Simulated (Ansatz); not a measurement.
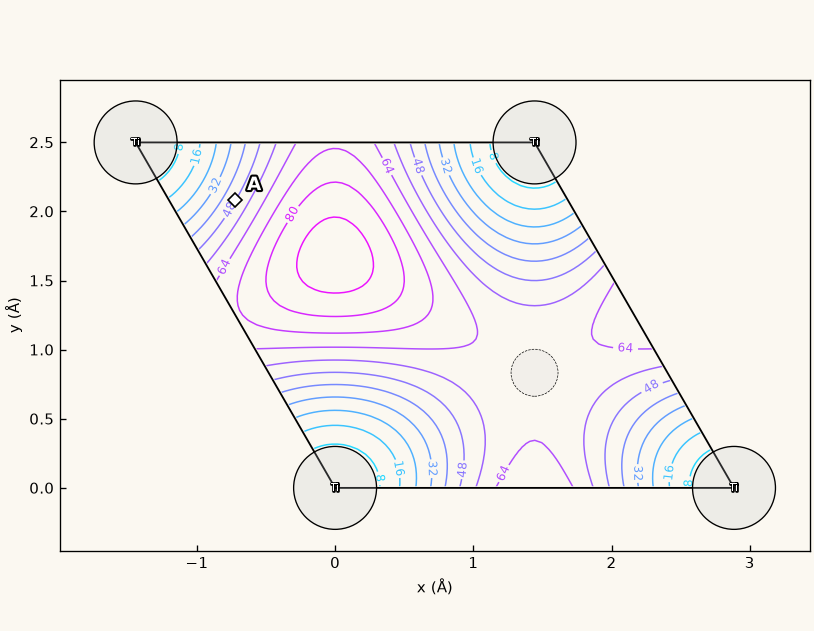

Si on a Ti(001) slab cut from the P6_3/mmc phase, its upper half relaxed before the scan (20 atoms of substrate and one adsorbate in a 2 × 2 cell). Si is moved over the surface cell at a fixed height above a rigid substrate; the origin of the map has the adsorbate above Ti17; the height is held at 3.40 Å. Places are given modulo a cell vector. The map is drawn in real space over the plane of the surface. The grid has 6 × 6 points; 10 points were computed and 26 follow by symmetry. Places are given in fractions of the 1 × 1 surface cell. All energies are given in meV relative to the lowest grid point. The runs have no spin polarisation, so an open-shell adsorbate far from the surface lies too high. At a fixed height the lowest place need not be the adsorption site. Method: Ansatz, DFT PBE+D3(BJ), scalar-relativistic, plane waves, PAW. Settings: cutoff 420 eV, k-mesh 6×6×1, gaussian smearing 0.1 eV, no spin polarisation.

The picture shows contour lines labelled in meV, labelled circles for the atoms of the top layer and small ones for the second layer, the outline of one cell of the plane, the point A. Between grid points the surface is interpolated.

Q: Is A at rest? If not, where is it pushed?

A: A, at (1/6, 5/6) of the cell vectors, is not a stationary point. The computed force is 0.091 eV/Å in the plane, pointing up and left in the picture (components −0.079 and 0.045 eV/Å).

PAW datasets: the set soft_1.
